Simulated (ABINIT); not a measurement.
**ZrC: geometry relaxation (part 2 of 2)**

Continued. System: ZrC (Fm-3m, 2 atoms in the cell). Method: Kohn-Sham DFT of a periodic cell, LDA, PseudoDojo NC SR LDA v0.4.1 standard, no spin polarisation (ABINIT 10.8.3); cutoff 1115.67 eV, 8×8×8 k-mesh, fermi-dirac of 0.05 eV. The structure derives from an entry of the Crystallography Open Database.

Geometry of the input (Å; fractional positions):
```
0.0000  2.3650  2.3650
2.3650  0.0000  2.3650
2.3650  2.3650  0.0000
Zr 0.5000  0.5000  0.5000
C  0.0000  0.0000  0.0000
```

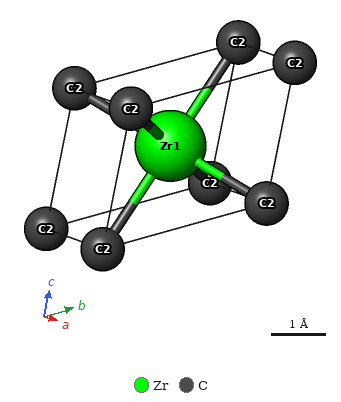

Fig. 1: The geometry at step 2 of the log (ball-and-stick view of the cell of the calculation, seen slightly off an axis; atoms are numbered from 1 in the order of the input).

## The program's output, continued
```
 Difference of energy with previous step (new-old):
           Absolute (Ha)=-1.86987E-03
           Relative     =-3.29293E-05

--- Iteration: ( 3/50) Internal Cycle: (1/1)
--------------------------------------------------------------------------------

---SELF-CONSISTENT-FIELD CONVERGENCE--------------------------------------------

--- !BeginCycle
iteration_state: {dtset: 1, itime: 3, icycle: 1, }
solver: {iscf: 7, nstep: 80, nline: 4, wfoptalg: 0, }
tolerances: {tolvrs: 1.00E-12, }
...

     iter   Etot(hartree)      deltaE(h)  residm     vres2
 ETOT  1  -56.784784522501    -5.678E+01 1.110E-01 8.622E+00
 ETOT  2  -56.784912857233    -1.283E-04 4.829E-05 4.893E+00
 ETOT  3  -56.785494624167    -5.818E-04 3.809E-05 7.492E-01
 ETOT  4  -56.785606431214    -1.118E-04 9.687E-06 1.485E-03
 ETOT  5  -56.785606645912    -2.147E-07 1.016E-05 9.625E-06
 ETOT  6  -56.785606646953    -1.040E-09 4.480E-06 2.351E-07
 ETOT  7  -56.785606646988    -3.526E-11 5.538E-06 2.178E-09
 ETOT  8  -56.785606646989    -1.116E-12 2.944E-06 1.474E-12
 ETOT  9  -56.785606646988     8.882E-13 3.474E-06 1.334E-13

 At SCF step    9       vres2   =  1.33E-13 < tolvrs=  1.00E-12 =>converged.

 Cartesian components of stress tensor (hartree/bohr^3)
  sigma(1 1)= -1.03583528E-05  sigma(3 2)=  0.00000000E+00
  sigma(2 2)= -1.03583528E-05  sigma(3 1)=  0.00000000E+00
  sigma(3 3)= -1.03583528E-05  sigma(2 1)=  0.00000000E+00

--- !ResultsGS
iteration_state: {dtset: 1, itime: 3, icycle: 1, }
comment   : Summary of ground state results
lattice_vectors:
- [  0.0000000,   4.3856577,   4.3856577, ]
- [  4.3856577,   0.0000000,   4.3856577, ]
- [  4.3856577,   4.3856577,   0.0000000, ]
lattice_lengths: [   6.20226,    6.20226,    6.20226, ]
lattice_angles: [ 60.000,  60.000,  60.000, ] # degrees, (23, 13, 12)
lattice_volume:   1.6870742E+02
convergence: {deltae:  8.882E-13, res2:  1.334E-13, residm:  3.474E-06, diffor: null, }
etotal    :  -5.67856066E+01
entropy   :   0.00000000E+00
fermie    :   4.24632374E-01
cartesian_stress_tensor: # hartree/bohr^3
- [ -1.03583528E-05,   0.00000000E+00,   0.00000000E+00, ]
- [  0.00000000E+00,  -1.03583528E-05,   0.00000000E+00, ]
- [  0.00000000E+00,   0.00000000E+00,  -1.03583528E-05, ]
pressure_GPa:   3.0475E-01
xred      :
- [  5.0000E-01,   5.0000E-01,   5.0000E-01, Zr]
- [  0.0000E+00,   0.0000E+00,   0.0000E+00,  C]
cartesian_forces: # hartree/bohr
- [ -0.00000000E+00,  -0.00000000E+00,  -0.00000000E+00, ]
- [ -0.00000000E+00,  -0.00000000E+00,  -0.00000000E+00, ]
force_length_stats: {min:   0.00000000E+00, max:   0.00000000E+00, mean:   0.00000000E+00, }
...

 Integrated electronic density in atomic spheres:
 ------------------------------------------------
 Atom  Sphere_radius  Integrated_density
    1        2.00000          8.40827548
    2        2.00000          3.85230639

---OUTPUT-----------------------------------------------------------------------

 Cartesian coordinates (xcart) [bohr]
  4.38565767820973E+00  4.38565767820973E+00  4.38565767820973E+00
  0.00000000000000E+00  0.00000000000000E+00  0.00000000000000E+00
 Reduced coordinates (xred)
  5.00000000000000E-01  5.00000000000000E-01  5.00000000000000E-01
  0.00000000000000E+00  0.00000000000000E+00  0.00000000000000E+00
 Cartesian forces (fcart) [Ha/bohr]; max,rms= 0.00000E+00 0.00000E+00 (free atoms)
 -0.00000000000000E+00 -0.00000000000000E+00 -0.00000000000000E+00
 -0.00000000000000E+00 -0.00000000000000E+00 -0.00000000000000E+00
 Gradient of E wrt nuclear positions in reduced coordinates (gred)
  0.00000000000000E+00  0.00000000000000E+00  0.00000000000000E+00
  0.00000000000000E+00  0.00000000000000E+00  0.00000000000000E+00
 Scale of Primitive Cell (acell) [bohr]
  6.20225656844990E+00  6.20225656844990E+00  6.20225656844990E+00
 Real space primitive translations (rprimd) [bohr]
  0.00000000000000E+00  4.38565767820973E+00  4.38565767820973E+00
  4.38565767820973E+00  0.00000000000000E+00  4.38565767820973E+00
  4.38565767820973E+00  4.38565767820973E+00  0.00000000000000E+00
 Unitary Cell Volume (ucvol) [Bohr^3]=  1.68707420538279E+02
 Angles (23,13,12)= [degrees]
  6.00000000000000E+01  6.00000000000000E+01  6.00000000000000E+01
 Lengths [Bohr]
  6.20225656844990E+00  6.20225656844990E+00  6.20225656844990E+00
 Stress tensor in cartesian coordinates (strten) [Ha/bohr^3]
 -1.03583527659937E-05  0.00000000000000E+00  0.00000000000000E+00
  0.00000000000000E+00 -1.03583527659868E-05  0.00000000000000E+00
  0.00000000000000E+00  0.00000000000000E+00 -1.03583527659781E-05
 Total energy (etotal) [Ha]= -5.67856066469883E+01

 Difference of energy with previous step (new-old):
           Absolute (Ha)=-2.20331E-04
           Relative     =-3.88006E-06

--- Iteration: ( 4/50) Internal Cycle: (1/1)
--------------------------------------------------------------------------------

---SELF-CONSISTENT-FIELD CONVERGENCE--------------------------------------------

--- !BeginCycle
iteration_state: {dtset: 1, itime: 4, icycle: 1, }
solver: {iscf: 7, nstep: 80, nline: 4, wfoptalg: 0, }
tolerances: {tolvrs: 1.00E-12, }
...

     iter   Etot(hartree)      deltaE(h)  residm     vres2
 ETOT  1  -56.785604225358    -5.679E+01 2.411E-06 3.715E-02
 ETOT  2  -56.785604862083    -6.367E-07 1.694E-06 2.012E-02
 ETOT  3  -56.785607214265    -2.352E-06 9.053E-07 3.380E-03
 ETOT  4  -56.785607718101    -5.038E-07 7.439E-07 7.318E-06
 ETOT  5  -56.785607719160    -1.059E-09 4.572E-07 5.347E-08
 ETOT  6  -56.785607719168    -8.271E-12 4.786E-07 7.706E-10
 ETOT  7  -56.785607719168     5.613E-13 2.924E-07 6.575E-12
 ETOT  8  -56.785607719168     3.197E-13 3.029E-07 6.006E-15

 At SCF step    8       vres2   =  6.01E-15 < tolvrs=  1.00E-12 =>converged.

 Cartesian components of stress tensor (hartree/bohr^3)
  sigma(1 1)=  2.53944488E-07  sigma(3 2)=  0.00000000E+00
  sigma(2 2)=  2.53944488E-07  sigma(3 1)=  0.00000000E+00
  sigma(3 3)=  2.53944488E-07  sigma(2 1)=  0.00000000E+00

--- !ResultsGS
iteration_state: {dtset: 1, itime: 4, icycle: 1, }
comment   : Summary of ground state results
lattice_vectors:
- [  0.0000000,   4.3874979,   4.3874979, ]
- [  4.3874979,   0.0000000,   4.3874979, ]
- [  4.3874979,   4.3874979,   0.0000000, ]
lattice_lengths: [   6.20486,    6.20486,    6.20486, ]
lattice_angles: [ 60.000,  60.000,  60.000, ] # degrees, (23, 13, 12)
lattice_volume:   1.6891987E+02
convergence: {deltae:  3.197E-13, res2:  6.006E-15, residm:  3.029E-07, diffor: null, }
etotal    :  -5.67856077E+01
entropy   :   0.00000000E+00
fermie    :   4.23993606E-01
cartesian_stress_tensor: # hartree/bohr^3
- [  2.53944488E-07,   0.00000000E+00,   0.00000000E+00, ]
- [  0.00000000E+00,   2.53944488E-07,   0.00000000E+00, ]
- [  0.00000000E+00,   0.00000000E+00,   2.53944488E-07, ]
pressure_GPa:  -7.4713E-03
xred      :
- [  5.0000E-01,   5.0000E-01,   5.0000E-01, Zr]
- [  0.0000E+00,   0.0000E+00,   0.0000E+00,  C]
cartesian_forces: # hartree/bohr
- [ -0.00000000E+00,  -0.00000000E+00,  -0.00000000E+00, ]
- [ -0.00000000E+00,  -0.00000000E+00,  -0.00000000E+00, ]
force_length_stats: {min:   0.00000000E+00, max:   0.00000000E+00, mean:   0.00000000E+00, }
...

 Integrated electronic density in atomic spheres:
 ------------------------------------------------
 Atom  Sphere_radius  Integrated_density
    1        2.00000          8.41010265
    2        2.00000          3.85293728

---OUTPUT-----------------------------------------------------------------------

 Cartesian coordinates (xcart) [bohr]
  4.38749785700186E+00  4.38749785700186E+00  4.38749785700186E+00
  0.00000000000000E+00  0.00000000000000E+00  0.00000000000000E+00
 Reduced coordinates (xred)
  5.00000000000000E-01  5.00000000000000E-01  5.00000000000000E-01
  0.00000000000000E+00  0.00000000000000E+00  0.00000000000000E+00
 Cartesian forces (fcart) [Ha/bohr]; max,rms= 0.00000E+00 0.00000E+00 (free atoms)
 -0.00000000000000E+00 -0.00000000000000E+00 -0.00000000000000E+00
 -0.00000000000000E+00 -0.00000000000000E+00 -0.00000000000000E+00
 Gradient of E wrt nuclear positions in reduced coordinates (gred)
  0.00000000000000E+00  0.00000000000000E+00  0.00000000000000E+00
  0.00000000000000E+00  0.00000000000000E+00  0.00000000000000E+00
 Scale of Primitive Cell (acell) [bohr]
  6.20485897425492E+00  6.20485897425492E+00  6.20485897425492E+00
 Real space primitive translations (rprimd) [bohr]
  0.00000000000000E+00  4.38749785700186E+00  4.38749785700186E+00
  4.38749785700186E+00  0.00000000000000E+00  4.38749785700186E+00
  4.38749785700186E+00  4.38749785700186E+00  0.00000000000000E+00
 Unitary Cell Volume (ucvol) [Bohr^3]=  1.68919873575576E+02
 Angles (23,13,12)= [degrees]
  6.00000000000000E+01  6.00000000000000E+01  6.00000000000000E+01
 Lengths [Bohr]
  6.20485897425491E+00  6.20485897425491E+00  6.20485897425491E+00
 Stress tensor in cartesian coordinates (strten) [Ha/bohr^3]
  2.53944487835570E-07  0.00000000000000E+00  0.00000000000000E+00
  0.00000000000000E+00  2.53944487830365E-07  0.00000000000000E+00
  0.00000000000000E+00  0.00000000000000E+00  2.53944487828631E-07
 Total energy (etotal) [Ha]= -5.67856077191675E+01

 Difference of energy with previous step (new-old):
           Absolute (Ha)=-1.07218E-06
           Relative     =-1.88812E-08

--- Iteration: ( 5/50) Internal Cycle: (1/1)
--------------------------------------------------------------------------------

---SELF-CONSISTENT-FIELD CONVERGENCE--------------------------------------------

--- !BeginCycle
iteration_state: {dtset: 1, itime: 5, icycle: 1, }
solver: {iscf: 7, nstep: 80, nline: 4, wfoptalg: 0, }
tolerances: {tolvrs: 1.00E-12, }
...

     iter   Etot(hartree)      deltaE(h)  residm     vres2
 ETOT  1  -56.785607717805    -5.679E+01 1.898E-07 2.134E-05
 ETOT  2  -56.785607718166    -3.613E-10 1.192E-07 1.160E-05
 ETOT  3  -56.785607719523    -1.357E-09 7.471E-08 1.936E-06
 ETOT  4  -56.785607719814    -2.916E-10 7.752E-08 4.169E-09
 ETOT  5  -56.785607719813     1.208E-12 4.812E-08 3.096E-11
 ETOT  6  -56.785607719812     1.158E-12 4.908E-08 4.524E-13

 At SCF step    6       vres2   =  4.52E-13 < tolvrs=  1.00E-12 =>converged.

 Cartesian components of stress tensor (hartree/bohr^3)
  sigma(1 1)=  7.41077028E-10  sigma(3 2)=  0.00000000E+00
  sigma(2 2)=  7.41077024E-10  sigma(3 1)=  0.00000000E+00
  sigma(3 3)=  7.41077033E-10  sigma(2 1)=  0.00000000E+00

--- !ResultsGS
iteration_state: {dtset: 1, itime: 5, icycle: 1, }
comment   : Summary of ground state results
lattice_vectors:
- [  0.0000000,   4.3874538,   4.3874538, ]
- [  4.3874538,   0.0000000,   4.3874538, ]
- [  4.3874538,   4.3874538,   0.0000000, ]
lattice_lengths: [   6.20480,    6.20480,    6.20480, ]
lattice_angles: [ 60.000,  60.000,  60.000, ] # degrees, (23, 13, 12)
lattice_volume:   1.6891478E+02
convergence: {deltae:  1.158E-12, res2:  4.524E-13, residm:  4.908E-08, diffor: null, }
etotal    :  -5.67856077E+01
entropy   :   0.00000000E+00
fermie    :   4.24008896E-01
cartesian_stress_tensor: # hartree/bohr^3
- [  7.41077028E-10,   0.00000000E+00,   0.00000000E+00, ]
- [  0.00000000E+00,   7.41077024E-10,   0.00000000E+00, ]
- [  0.00000000E+00,   0.00000000E+00,   7.41077033E-10, ]
pressure_GPa:  -2.1803E-05
xred      :
- [  5.0000E-01,   5.0000E-01,   5.0000E-01, Zr]
- [  0.0000E+00,   0.0000E+00,   0.0000E+00,  C]
cartesian_forces: # hartree/bohr
- [ -0.00000000E+00,  -0.00000000E+00,  -0.00000000E+00, ]
- [ -0.00000000E+00,  -0.00000000E+00,  -0.00000000E+00, ]
force_length_stats: {min:   0.00000000E+00, max:   0.00000000E+00, mean:   0.00000000E+00, }
...

 Integrated electronic density in atomic spheres:
 ------------------------------------------------
 Atom  Sphere_radius  Integrated_density
    1        2.00000          8.41005890
    2        2.00000          3.85292219

---OUTPUT-----------------------------------------------------------------------

 Cartesian coordinates (xcart) [bohr]
  4.38745376874980E+00  4.38745376874980E+00  4.38745376874980E+00
  0.00000000000000E+00  0.00000000000000E+00  0.00000000000000E+00
 Reduced coordinates (xred)
  5.00000000000000E-01  5.00000000000000E-01  5.00000000000000E-01
  0.00000000000000E+00  0.00000000000000E+00  0.00000000000000E+00
 Cartesian forces (fcart) [Ha/bohr]; max,rms= 0.00000E+00 0.00000E+00 (free atoms)
 -0.00000000000000E+00 -0.00000000000000E+00 -0.00000000000000E+00
 -0.00000000000000E+00 -0.00000000000000E+00 -0.00000000000000E+00
 Gradient of E wrt nuclear positions in reduced coordinates (gred)
  0.00000000000000E+00  0.00000000000000E+00  0.00000000000000E+00
  0.00000000000000E+00  0.00000000000000E+00  0.00000000000000E+00
 Scale of Primitive Cell (acell) [bohr]
  6.20479662405092E+00  6.20479662405092E+00  6.20479662405092E+00
 Real space primitive translations (rprimd) [bohr]
  0.00000000000000E+00  4.38745376874980E+00  4.38745376874980E+00
  4.38745376874980E+00  0.00000000000000E+00  4.38745376874980E+00
  4.38745376874980E+00  4.38745376874980E+00  0.00000000000000E+00
 Unitary Cell Volume (ucvol) [Bohr^3]=  1.68914781397276E+02
 Angles (23,13,12)= [degrees]
  6.00000000000000E+01  6.00000000000000E+01  6.00000000000000E+01
 Lengths [Bohr]
  6.20479662405092E+00  6.20479662405092E+00  6.20479662405092E+00
 Stress tensor in cartesian coordinates (strten) [Ha/bohr^3]
  7.41077027868742E-10  0.00000000000000E+00  0.00000000000000E+00
  0.00000000000000E+00  7.41077024399295E-10  0.00000000000000E+00
  0.00000000000000E+00  0.00000000000000E+00  7.41077033072912E-10
 Total energy (etotal) [Ha]= -5.67856077198120E+01

 Difference of energy with previous step (new-old):
           Absolute (Ha)=-6.44484E-10
           Relative     =-1.13494E-11

 At Broyd/MD step   5, gradients are converged :
  max grad (force/stress) = 7.4108E-08 < tolmxf= 2.0000E-05 ha/bohr (free atoms)

================================================================================

 ----iterations are completed or convergence reached----

 Mean square residual over all n,k,spin=   18.294E-11; max=  49.084E-09
 reduced coordinates (array xred) for    2 atoms
       0.500000000000      0.500000000000      0.500000000000
       0.000000000000      0.000000000000      0.000000000000
 rms dE/dt=  0.0000E+00; max dE/dt=  0.0000E+00; dE/dt below (all hartree)
    1       0.000000000000      0.000000000000      0.000000000000
    2       0.000000000000      0.000000000000      0.000000000000

 cartesian coordinates (angstrom) at end:
    1      2.32174054673778     2.32174054673778     2.32174054673778
    2      0.00000000000000     0.00000000000000     0.00000000000000

 cartesian forces (hartree/bohr) at end:
    1     -0.00000000000000    -0.00000000000000    -0.00000000000000
    2     -0.00000000000000    -0.00000000000000    -0.00000000000000
 frms,max,avg= 0.0000000E+00 0.0000000E+00   0.000E+00  0.000E+00  0.000E+00 h/b

 cartesian forces (eV/Angstrom) at end:
    1     -0.00000000000000    -0.00000000000000    -0.00000000000000
    2     -0.00000000000000    -0.00000000000000    -0.00000000000000
 frms,max,avg= 0.0000000E+00 0.0000000E+00   0.000E+00  0.000E+00  0.000E+00 e/A
 length scales=  6.204796624051  6.204796624051  6.204796624051 bohr
              =  3.283436969508  3.283436969508  3.283436969508 angstroms
 Fermi (or HOMO) energy (hartree) =   0.42401   Average Vxc (hartree)=  -0.47192
 Eigenvalues (hartree) for nkpt=  29  k points:
 kpt#   1, nband= 12, wtk=  0.00195, kpt=  0.0000  0.0000  0.0000 (reduced coord)
  -1.33199   -0.51378   -0.51378   -0.51378    0.01025    0.46109    0.46109    0.46109
   0.46426    0.46426    0.46426    0.53262
      occupation numbers for kpt#   1
   2.00000    2.00000    2.00000    2.00000    2.00000    0.00000    0.00000    0.00000
   0.00000    0.00000    0.00000    0.00000
 prteigrs : prtvol=0 or 1, do not print more k-points.

--- !EnergyTerms
iteration_state     : {dtset: 1, itime: 5, icycle: 1, }
comment             : Components of total free energy in Hartree
kinetic             :  1.84807671866038E+01
hartree             :  6.10736363399847E+00
xc                  : -1.21627025668858E+01
Ewald energy        : -4.77607476330402E+01
psp_core            :  2.20003805696096E+00
local_psp           : -2.87088877328243E+01
non_local_psp       :  5.05866624094144E+00
internal            : -5.67855028142456E+01
'-kT*entropy'       : -1.04905566392403E-04
total_energy        : -5.67856077198120E+01
total_energy_eV     : -1.54521510487657E+03
band_energy         : -3.66286544696008E+00
...

 Cartesian components of stress tensor (hartree/bohr^3)
  sigma(1 1)=  7.41077028E-10  sigma(3 2)=  0.00000000E+00
  sigma(2 2)=  7.41077024E-10  sigma(3 1)=  0.00000000E+00
  sigma(3 3)=  7.41077033E-10  sigma(2 1)=  0.00000000E+00

-Cartesian components of stress tensor (GPa)         [Pressure= -2.1803E-05 GPa]
- sigma(1 1)=  2.18032389E-05  sigma(3 2)=  0.00000000E+00
- sigma(2 2)=  2.18032388E-05  sigma(3 1)=  0.00000000E+00
- sigma(3 3)=  2.18032391E-05  sigma(2 1)=  0.00000000E+00

== END DATASET(S) ==============================================================
================================================================================

 -outvars: echo values of variables after computation  --------
            acell      6.2047966241E+00  6.2047966241E+00  6.2047966241E+00 Bohr
           etotal     -5.6785607720E+01
            fcart     -0.0000000000E+00 -0.0000000000E+00 -0.0000000000E+00
                      -0.0000000000E+00 -0.0000000000E+00 -0.0000000000E+00
            rprim      0.0000000000E+00  7.0710678119E-01  7.0710678119E-01
                       7.0710678119E-01  0.0000000000E+00  7.0710678119E-01
                       7.0710678119E-01  7.0710678119E-01  0.0000000000E+00
           strten      7.4107702787E-10  7.4107702440E-10  7.4107703307E-10
                       0.0000000000E+00  0.0000000000E+00  0.0000000000E+00
           xangst      2.3217405467E+00  2.3217405467E+00  2.3217405467E+00
                       0.0000000000E+00  0.0000000000E+00  0.0000000000E+00
             xred      5.0000000000E-01  5.0000000000E-01  5.0000000000E-01
                       0.0000000000E+00  0.0000000000E+00  0.0000000000E+00
 Calculation completed.
```

## Trajectory as extended XYZ (Å, eV, eV/Å), 5 frames, from step=0 to step=4
```
2
Lattice="0.0000 2.3650 2.3650 2.3650 0.0000 2.3650 2.3650 2.3650 0.0000" Properties=species:S:1:pos:R:3:forces:R:3 step=0 energy=-1545.15820
Zr    2.3650    2.3650    2.3650    0.0000   0.0000   0.0000
C     0.0000    0.0000    0.0000    0.0000   0.0000   0.0000
2
Lattice="0.0000 2.3356 2.3356 2.3356 0.0000 2.3356 2.3356 2.3356 0.0000" Properties=species:S:1:pos:R:3:forces:R:3 step=1 energy=-1545.20908
Zr    2.3356    2.3356    2.3356    0.0000   0.0000   0.0000
C     0.0000    0.0000    0.0000    0.0000   0.0000   0.0000
2
Lattice="0.0000 2.3208 2.3208 2.3208 0.0000 2.3208 2.3208 2.3208 0.0000" Properties=species:S:1:pos:R:3:forces:R:3 step=2 energy=-1545.21508
Zr    2.3208    2.3208    2.3208    0.0000   0.0000   0.0000
C     0.0000    0.0000    0.0000    0.0000   0.0000   0.0000
2
Lattice="0.0000 2.3218 2.3218 2.3218 0.0000 2.3218 2.3218 2.3218 0.0000" Properties=species:S:1:pos:R:3:forces:R:3 step=3 energy=-1545.21510
Zr    2.3218    2.3218    2.3218    0.0000   0.0000   0.0000
C     0.0000    0.0000    0.0000    0.0000   0.0000   0.0000
2
Lattice="0.0000 2.3217 2.3217 2.3217 0.0000 2.3217 2.3217 2.3217 0.0000" Properties=species:S:1:pos:R:3:forces:R:3 step=4 energy=-1545.21510
Zr    2.3217    2.3217    2.3217    0.0000   0.0000   0.0000
C     0.0000    0.0000    0.0000    0.0000   0.0000   0.0000
```

## Summary

| quantity | value |
| --- | --- |
| outcome | converged |
| space group (tolerance 0.01 Å) | Fm-3m (225) |
| electrons treated | 16 |
| free energy | −1545.2151 eV |
| Fermi energy | 11.538 eV |
| gap on the k-point mesh | none (metallic) |
| pressure | 0.00 GPa |
| final volume | 25.03 Å³ |
| largest force (length of the vector) at the end | under 0.001 eV/Å |
| final cell | a = 3.283 Å, b = 3.283 Å, c = 3.283 Å, α = 60.00°, β = 60.00°, γ = 60.00° |
| hardware | 4 threads of Intel Xeon @ 2.50GHz (Skylake/Cascade Lake), 16 GiB of memory available, shared host |
| wall time | 66 s (CPU time 4.4 min) |
| peak memory | 0.32 GiB |
